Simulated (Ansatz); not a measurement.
Consider Ge.

Input file:

```
crystal:
  lattice:
    - [0.0, 2.8374271074, 2.8374271074]
    - [2.8374271074, 0.0, 2.8374271074]
    - [2.8374271074, 2.8374271074, 0.0]
  atoms:
    - { symbol: Ge, position: [0.5, 0.5, 0.5] }
    - { symbol: Ge, position: [0.75, 0.75, 0.75] }
basis:
  ecutwfc: 420
kpoints:
  mp_grid: { grid: [12, 12, 12] }
hamiltonian:
  xc: pbe
scf:
  occupations: { method: gaussian, width: 0.1 }
output:
  forces: true
  stress: true
  eigenvalues: true
  write_density: true
  write_potential: true
  elf: true
  volumetric_format: npy
relax:
  adjacent_minimum: "off"
  f_tol: 0.005
  max_steps: 80
  cell: { stress_tol: 0.05 }
```

Command:

```sh
ansatz run input.yaml --threads 1 --pin off --max-ram 2560MiB --backend cpu --events-out ev --progress --plain --runs-dir out
```

Below, planes, directions and counts refer to the conventional cell (a = 5.76 Å, b = 5.76 Å, c = 5.76 Å, α = 90.00°, β = 90.00°, γ = 90.00°).

The fields are those of the relaxed geometry.

Space group Fd-3m; a structure from a database of computed crystals, not necessarily the ambient phase.

These are results of Ansatz 0.2.0, DFT PBE, scalar-relativistic, plane waves, PAW, not measurements.

### What can the converged valence pseudo-density and electron localisation function tell about the bonding?

Ge–Ge (2.49 Å): ρ at the midpoint is about 0.47 e/Å³; the ELF peaks at about 0.75 between the atoms.

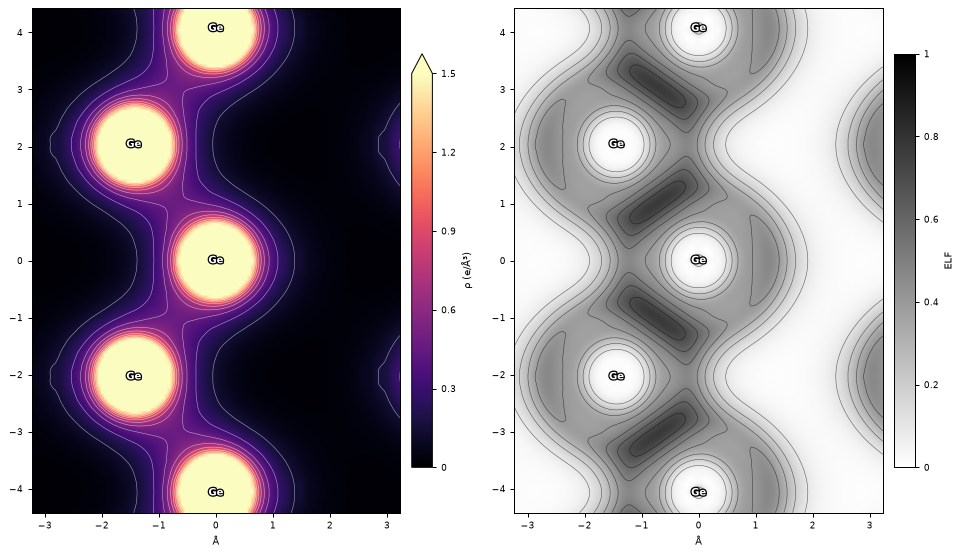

Computed valence pseudo-density and electron localisation function on the (110) plane of the conventional cell, in this order. 

In a PAW calculation such maps are meaningful between the atoms, not at the nuclei.
